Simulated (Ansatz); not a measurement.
```
CELL_PARAMETERS angstrom
-5.40952 3.12319 5.77011
5.40952 -3.12319 5.77011
3.60635 6.24637 -5.77011
ATOMIC_POSITIONS crystal
Hf 0.01260 0.99663 0.00594
Hf 0.49334 0.50931 0.00594
Hf 0.87500 0.37500 0.25000
Hf 0.73740 0.75337 0.49406
Hf 0.25666 0.24069 0.49406
Hf 0.13129 0.63129 0.76258
Hf 0.61871 0.11871 0.73742
S 0.42281 0.57469 0.25000
S 0.91475 0.08230 0.25000
S 0.29108 0.96807 0.51194
S 0.79446 0.45797 0.49965
S 0.66506 0.83246 0.74904
S 0.16602 0.33342 0.75096
S 0.02914 0.70613 0.98806
S 0.54481 0.20832 0.00035
S 0.32719 0.17531 0.25000
S 0.83525 0.66770 0.25000
S 0.20519 0.54168 0.49965
S 0.72086 0.04387 0.51194
S 0.58398 0.41658 0.74904
S 0.08494 0.91754 0.75096
S 0.95554 0.29203 0.00035
S 0.45892 0.78193 0.98806
```

All numbers below come from Ansatz, DFT PBE+D3(BJ), scalar-relativistic, plane waves, PAW.

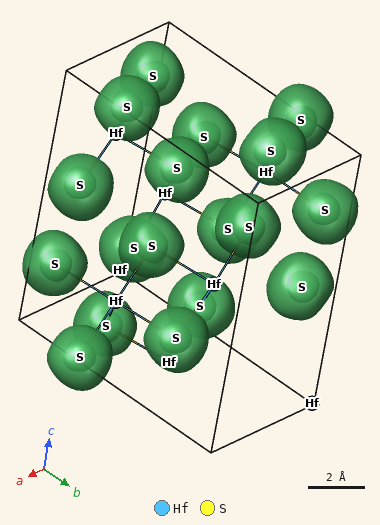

Hf₇S₁₆ (cell charge −4, with a compensating background) (cell with a defect). Isosurface of the ELF at 0.75 (green), seen slightly off an axis. Only the valence region is drawn (cores and ρ < 0.01 e/Å³ removed). Sticks mark near contacts.

> Describe the localisation domains.

The ELF exceeds this value in 16 regions wrapped around S (the valence shell of each), counted in one cell of 23 atoms. Regions shared between cells count once. Profiles from the grid: Hf–S (2.42 Å): the ELF peaks at about 0.85 in the valence shell of S, 0.8 Å from its nucleus, and is about 0.40 at the midpoint. Hf–S (2.51 Å): the ELF peaks at about 0.85 in the valence shell of S, 0.8 Å from its nucleus, and is about 0.40 at the midpoint.

> Does the calculation give a band gap?

It is gapped, with a Kohn–Sham gap of 1.1 eV on the k-point mesh (the band edges may lie off the mesh, which would make the gap smaller).
